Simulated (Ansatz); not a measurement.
## Band-structure calculation of Al₂O₃

System: Al₂O₃ (R-3c, 10 atoms in the cell).
Method: DFT PBE, scalar-relativistic, plane waves, PAW, no spin polarisation (Ansatz 0.2.0).

The structure was made by a generator, so it may or may not be a known phase.

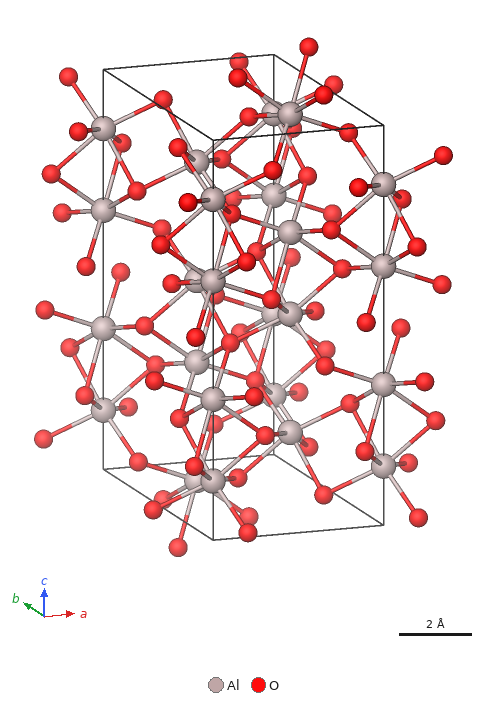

**Figure 1.** The structure as given in the input (ball-and-stick view of the cell 3 times as large as that of the calculation, set on its symmetry axes, seen at an oblique angle; bonded neighbours outside the cell are drawn too). An atom can appear more than once, as a periodic image. Near neighbours in the periodic cell (some may lie outside the picture): Al has 6 O at 1.87 to 1.99 Å; O has 4 Al at 1.87 to 1.99 Å.

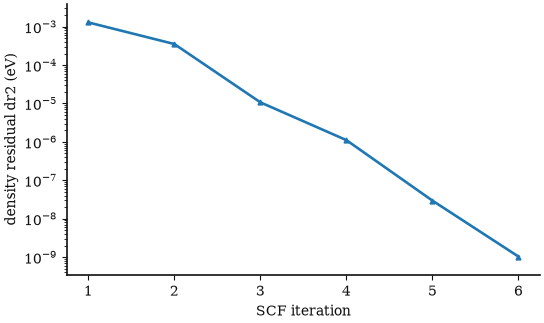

**Figure 2.** Convergence of the self-consistent field: density residual dr2 against the SCF iteration. The residual falls at every step.

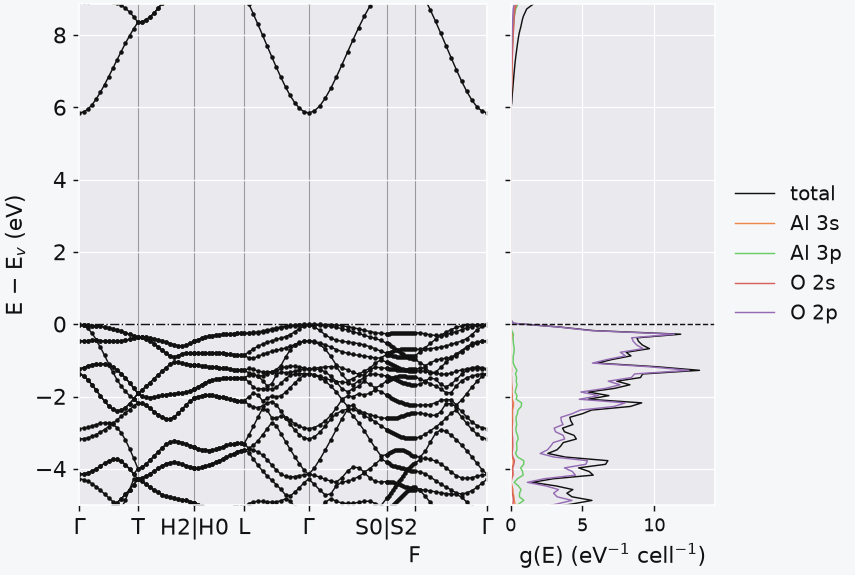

**Figure 3.** Band structure along Γ–T–H2|H0–L–Γ–S0|S2–F–Γ and density of states (projected on Löwdin-orthogonalised atomic shells), with energies from the valence-band top. There is a gap of 5.85 eV on this path, direct, at Γ.

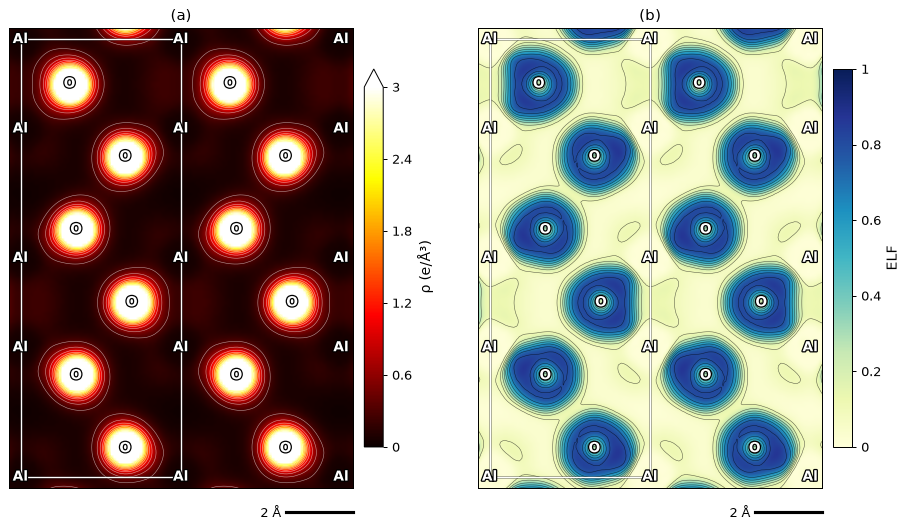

**Figure 4.** (a) valence electron density; (b) electron localisation function on the (010) plane of the conventional cell. Atoms in the plane: Al and O. Al–O (1.87 Å): ρ at the midpoint is about 0.63 e/Å³; the ELF is about 0.80 at the midpoint. Al–O (1.99 Å): ρ at the midpoint is about 0.49 e/Å³; the ELF is about 0.75 at the midpoint. Away from the nuclei the density in this plane falls to 0.03 e/Å³ at its lowest. The fields are those of the smooth PAW valence density.

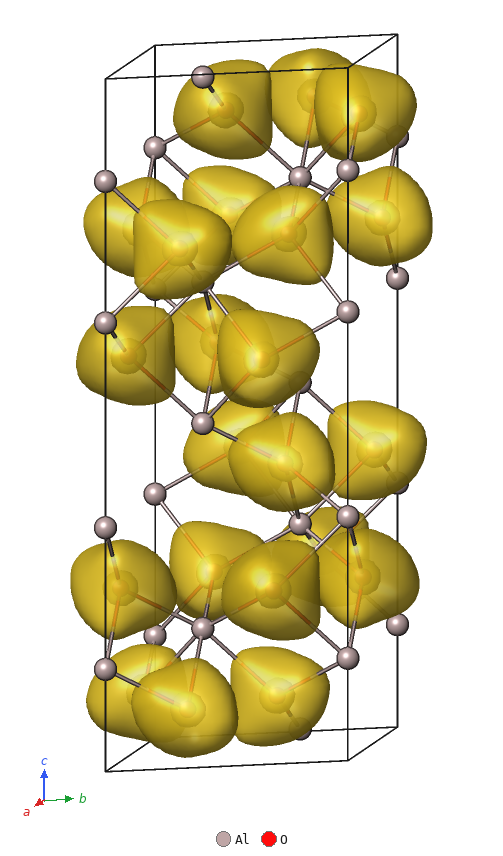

**Figure 5.** Isosurface of the electron localisation function at 0.65 (yellow), seen slightly off an axis. Core shells and regions of very low density are left out. Sticks mark near contacts. The outline is the cell set on symmetry axes. Profiles from the grid: Al–O (1.87 Å): the ELF is about 0.80 at the midpoint. Al–O (1.99 Å): the ELF is about 0.75 at the midpoint.

The input that produced these results follows, with the program's output.

Input
```yaml
crystal:
  lattice:
    - [2.404441006, 1.388204662, 4.3746680506]
    - [-2.404441006, 1.388204662, 4.3746680506]
    - [0.0, -2.7764093241, 4.3746680506]
  atoms:
    - { symbol: Al, position: [0.3521453372, 0.3521453372, 0.3521453372] }
    - { symbol: Al, position: [0.1478546628, 0.1478546628, 0.1478546628] }
    - { symbol: Al, position: [0.6478546628, 0.6478546628, 0.6478546628] }
    - { symbol: Al, position: [0.8521453372, 0.8521453372, 0.8521453372] }
    - { symbol: O, position: [0.5561721818, 0.9438278182, 0.25] }
    - { symbol: O, position: [0.25, 0.5561721818, 0.9438278182] }
    - { symbol: O, position: [0.9438278182, 0.25, 0.5561721818] }
    - { symbol: O, position: [0.4438278182, 0.0561721818, 0.75] }
    - { symbol: O, position: [0.75, 0.4438278182, 0.0561721818] }
    - { symbol: O, position: [0.0561721818, 0.75, 0.4438278182] }
basis:
  ecutwfc: 420
kpoints:
  mp_grid: { grid: [6, 6, 6] }
  band_path:
    path:
      - [[0.0, 0.0, 0.0], [0.5, 0.5, 0.5], [0.76620196, 0.23379804, 0.5]]
      - [[0.5, -0.23379804, 0.23379804], [0.5, 0.0, 0.0], [0.0, 0.0, 0.0], [0.36689902, -0.36689902, 0.0]]
      - [[0.63310098, 0.0, 0.36689902], [0.5, 0.0, 0.5], [0.0, 0.0, 0.0]]
    npoints: 14
hamiltonian:
  xc: pbe
scf:
  occupations: { method: gaussian, width: 0.02 }
  n_extra_bands: 25
output:
  forces: true
  stress: true
  eigenvalues: true
  populations: true
  dos: { projected: true, de: 0.02, nscf_kmesh: { grid: [9, 9, 9] } }
  bader: true
  write_density: true
  write_potential: true
  elf: true
  volumetric_format: npy
```

Run as:
```bash
ansatz run input.yaml --threads 1 --pin off --max-ram 2560MiB --backend cpu --events-out ev --progress --plain --runs-dir out
```

Log
```
scf.n_extra_bands = 25 over 24 filled bands (N_el = 48.0): the run solves 49 bands
Engine: ansatz 0.2.0, x86_64-unknown-linux-gnu
Pseudopotentials: kind: paw
Pseudopotential: Al, paw, valence charge 3, recommended cutoff 420 eV (normal), Al.paw.azcp
Pseudopotential: O, paw, valence charge 6, recommended cutoff 420 eV (normal), O.paw.azcp
Functional definition: PBE
  parameter kappa = 0.804
  parameter beta = 0.06672455060314922
  exchange = pbe_x(kappa = kappa, mu = beta*pi^2/3)
  correlation = pbe_c(beta = beta)
Crystal: 10 atoms, lattice volume = 87.612 Å³
Basis set: ecut = 420 eV, 1707 PW (Γ), exchange–correlation on 72×72×72 points (8 copies of the dense FFT grid, shifted against one another)
Bands: 49, of which v1, the nominal top of the filled ones, is band 24 counted from 1 (23 counted from 0)
Symmetry: 12 space group operations
Space group: R-3c (ITA 167), of the structure as read, at distance tolerance 4.4e-5 Å
k-points: 32 of 216
Non-local potential: Al, projectors of the file, l = 0: 2, l = 1: 2, l = 2: 1
Non-local potential: O, projectors of the file, l = 0: 2, l = 1: 2, l = 2: 1
PAW form: soft (Blöchl's): semilocal exchange-correlation on the pseudo side does not see the compensation charge
PAW one-centre angular grid: Al, 110 points (default); XC on 64 Gauss nodes
PAW one-centre angular grid: O, 110 points (default); XC on 64 Gauss nodes
Initial density: superposition of atomic densities (neutral atoms: chi_scale 0, normalization atom), corrected by the library's trained network
Initial wavefunctions: pseudopotential atomic-orbital guess
Functional: x = pbe(κ = 0.804, μ = 0.2195149727645171), c = pbe(β = 0.06672455060314922)
SCF iter   1: F=—  HF=-5569.607306 eV  |F-HF|=—  |Δ(HF+E_count)|=         —  Δρ=1.67e-3  dr2=1.29e-3  ethr=1.77e-3  ⟨swp⟩=5.9  Hψ=7593  notcnv=0  defer=173
preconditioner: auto → Resta (q_TF=auto, 2.468 Å⁻¹)  ε∞=2.8  [insulator: Δε(μ)=5.840 eV  Ē_g=20.592 eV  σ=0.020 eV  W_gap=1.00  n_scr=20 (ndim 8)  ℏωp=27.5 eV  f_vac=0.000  D(μ)=0.00/eV (n_scr^D=0)  ε∞_Penn≈2.8]
SCF iter   2: F=—  HF=-5569.608248 eV  |F-HF|=—  |Δ(HF+E_count)|=   9.42e-4  Δρ=9.10e-4  dr2=3.53e-4  ethr=2.68e-6  ⟨swp⟩=2.0  Hψ=2732  notcnv=0  defer=547
SCF iter   3: F=—  HF=-5569.608854 eV  |F-HF|=—  |Δ(HF+E_count)|=   6.06e-4  Δρ=1.57e-4  dr2=1.07e-5  ethr=7.35e-7  ⟨swp⟩=2.0  Hψ=1727  notcnv=0  defer=547
SCF iter   4: F=—  HF=-5569.608887 eV  |F-HF|=—  |Δ(HF+E_count)|=   3.32e-5  Δρ=4.31e-5  dr2=1.11e-6  ethr=2.23e-8  ⟨swp⟩=2.2  Hψ=1608  notcnv=0  defer=547
iter 5 did not close the SCF: its close was put off for the readings that it lacked (scf_convergence_deferred on its scf_iter line)
SCF iter   5: F=-5569.608888 eV  HF=-5569.608888 eV  |F-HF|=7.97e-9  |Δ(HF+E_count)|=   9.90e-7  Δρ=7.03e-6  dr2=2.95e-8  ethr=2.31e-9  ⟨swp⟩=2.3  Hψ=1715  notcnv=0  defer=547
SCF iter   6: F=-5569.608888 eV  HF=-5569.608888 eV  |F-HF|=2.09e-11  |Δ(HF+E_count)|=   1.37e-8  Δρ=1.30e-6  dr2=1.03e-9  ethr=6.15e-11  ⟨swp⟩=12.8  Hψ=10981  notcnv=0
SCF 1 converged in 6 iterations: F = -5569.608888 eV  dr2 = 1.03e-9
  greatest PAW one-centre occupation: 0.858 electrons in one spin orbital (limit 2), on the O atom at site 9 (counted from 0), in its partial waves of l = 0
NSCF: frozen V_eff on 101 k-points
NSCF: frozen V_eff on 85 k-points
SCF converged after 6 iterations
Free energy (F): -5569.608888 eV
Harris-Foulkes:  -5569.608888 eV  (|F-HF|=2.09e-11)
Internal energy: -5569.608888 eV  (E = F + TS)
E sigma→0 (E₀):  -5569.608888 eV
Fermi energy:    10.283271 eV
--- Per-component energies (eV) ---
  E_band       = 52.907940
  E_kinetic    = 1178.320778
  E_local      = -2008.542333  (includes V_loc(G=0)·N_el)
  E_nonlocal   = 323.388536
  E_hartree    = 743.840230
  E_xc         = -612.287989
  E_vxc        = -695.384424  (∫ρ·V_xc dr)
  E_paw        = -2820.977393  (= ΣΔE_a)
  E_vpaw       = -232.569270  (= ΣTr[D̂ρ^β])
  E_aug_tail   = 0.015143  (compensation charges beyond the density's cutoff)
  E_ewald      = -2373.365860
  E_smearing   = -0.000000  (= −TS)
  E_closure    = 0.000000  (closes the sum)
  Σ components = -5569.608888   (vs F -5569.608888, Δ=0.00e0)
--- Forces (eV/Å), atoms counted from 1 ---
  atom   1  Al     0.00000000    -0.00000000     0.00060249
  atom   2  Al     0.00000000     0.00000000    -0.00060249
  atom   3  Al    -0.00000000     0.00000000    -0.00060249
  atom   4  Al    -0.00000000    -0.00000000     0.00060249
  atom   5  O      0.00029151    -0.00000000     0.00000000
  atom   6  O     -0.00014575     0.00025245     0.00000000
  atom   7  O     -0.00014575    -0.00025245    -0.00000000
  atom   8  O     -0.00029151    -0.00000000    -0.00000000
  atom   9  O      0.00014575    -0.00025245    -0.00000000
  atom  10  O      0.00014575     0.00025245     0.00000000
  max |Σ_I F_I| component: 9.22e-18 eV/Å
--- Stress (GPa, compression-positive) ---
       -0.009371       0.000000      -0.000000
        0.000000      -0.009371      -0.000000
       -0.000000      -0.000000      -0.004383
  P = ⅓ Tr σ = -0.0077 GPa (-0.077 kbar)
--- Band table (eV; the first three rows and the last of 32) ---
  k-point 0: bands = ["-11.6328", "-9.4210", "-9.1596", "-9.1596", "-8.8581", "-8.8581", "0.6272", "1.5883", "1.9866", "1.9866", "3.0748", "3.2034", "3.2034", "4.1841", "4.4724", "5.9876", "5.9876", "6.1257", "6.1257", "6.8985", "6.8985", "7.3277", "7.3277", "7.3586", "13.2079", "16.2811", "17.7487", "18.6438", "18.6438", "18.7945", "19.5269", "19.5269", "19.6173", "20.5151", "21.6994", "21.6994", "21.8481", "21.8481", "21.8739", "22.8893", "23.0091", "25.3857", "25.3857", "25.7653", "25.7653", "27.0561", "27.0988", "27.1971", "27.3672"]
  k-point 1: bands = ["-11.4956", "-9.4902", "-9.2350", "-9.1852", "-8.9224", "-8.8679", "0.7754", "1.3610", "1.8037", "2.5518", "2.5802", "3.1413", "4.0391", "4.7108", "4.7522", "5.5175", "5.8839", "6.0211", "6.1880", "6.5202", "6.7150", "7.0329", "7.2914", "7.3160", "13.8435", "16.7748", "17.3529", "18.3175", "18.3406", "18.6500", "19.6308", "19.7565", "20.0587", "20.0724", "21.4766", "21.5523", "21.6146", "21.8021", "22.0445", "22.6403", "22.8808", "24.7896", "25.4121", "25.6637", "25.8395", "25.9507", "26.2140", "27.2231", "27.5856"]
  k-point 2: bands = ["-11.1063", "-9.9229", "-9.2107", "-9.1833", "-9.0582", "-8.9286", "0.9630", "1.4104", "1.6309", "2.4463", "3.2050", "3.6546", "4.4095", "5.0370", "5.1478", "5.2528", "5.5713", "5.7016", "5.9653", "6.0418", "6.5572", "6.8427", "7.1527", "7.1909", "15.1603", "16.8805", "17.2558", "17.5560", "18.0582", "18.6011", "19.4250", "19.5889", "20.0522", "20.6162", "20.7206", "20.8008", "21.4698", "22.0495", "22.2480", "22.4367", "23.0374", "23.3745", "24.2537", "24.9667", "25.5077", "26.4515", "26.8124", "27.3451", "27.8663"]
  k-point 31: bands = ["-10.6808", "-10.6808", "-9.0265", "-9.0265", "-9.0265", "-9.0265", "1.9030", "1.9030", "3.0672", "3.0672", "3.0672", "3.0672", "3.3627", "3.3627", "5.1862", "5.1862", "5.4419", "5.4419", "5.4419", "5.4419", "7.0067", "7.0067", "7.0067", "7.0067", "15.7146", "15.7146", "18.2280", "18.2280", "19.4489", "19.4489", "19.8415", "19.8415", "19.8415", "19.8415", "21.5633", "21.5633", "21.5633", "21.5633", "22.1148", "22.1148", "23.1928", "23.1928", "24.4817", "24.4817", "24.4817", "24.4817", "28.3647", "28.3647", "28.6751"]
--- Löwdin populations: 10 sites ---
  site symbol       q [e]
     0     Al      1.7163
     1     Al      1.7163
     2     Al      1.7163
     3     Al      1.7163
     4      O      6.7937
     5      O      6.7937
     6      O      6.7937
     7      O      6.7937
     8      O      6.7937
     9      O      6.7937
  spilling = 0.007768 (of n_electrons = 48.000000)
--- Bader charges: 10 sites ---
  site symbol  charge [e]  shift [e]
     0     Al      2.5460     0.0016
     1     Al      2.5460     0.0016
     2     Al      2.5460     0.0016
     3     Al      2.5460     0.0016
     4      O     -1.6973     0.0011
     5      O     -1.6973     0.0011
     6      O     -1.6973     0.0011
     7      O     -1.6973     0.0011
     8      O     -1.6973     0.0011
     9      O     -1.6973     0.0011
  estimated error of the sums over rays = 3.3e-4 e
```

File populations.tsv
```
# site	symbol	l	j	q
# orbitals = lowdin
# n_electrons = 48.000000
# spilling = 0.007768
0	Al	0_3S	-	0.489894
0	Al	1_3P	-	1.226393
1	Al	0_3S	-	0.489894
1	Al	1_3P	-	1.226393
2	Al	0_3S	-	0.489894
2	Al	1_3P	-	1.226393
3	Al	0_3S	-	0.489894
3	Al	1_3P	-	1.226393
4	O	0_2S	-	1.620017
4	O	1_2P	-	5.173644
5	O	0_2S	-	1.620017
5	O	1_2P	-	5.173644
6	O	0_2S	-	1.620017
6	O	1_2P	-	5.173644
7	O	0_2S	-	1.620017
7	O	1_2P	-	5.173644
8	O	0_2S	-	1.620017
8	O	1_2P	-	5.173644
9	O	0_2S	-	1.620017
9	O	1_2P	-	5.173644
```

Summary

```tsv
quantity	value
outcome	converged
space group (tolerance 0.01 Å)	R-3c (167)
electrons treated	48
free energy	−5569.6089 eV
Fermi energy	10.283 eV
gap on the k-point mesh	5.85 eV
gap on the band path	5.85 eV
pressure	−0.01 GPa
largest force (length of the vector)	0.001 eV/Å
hardware	1 thread of Intel Xeon @ 2.50GHz (Skylake/Cascade Lake), 189 GiB of memory available, shared host
wall time	4.9 min
peak memory	0.51 GiB
```
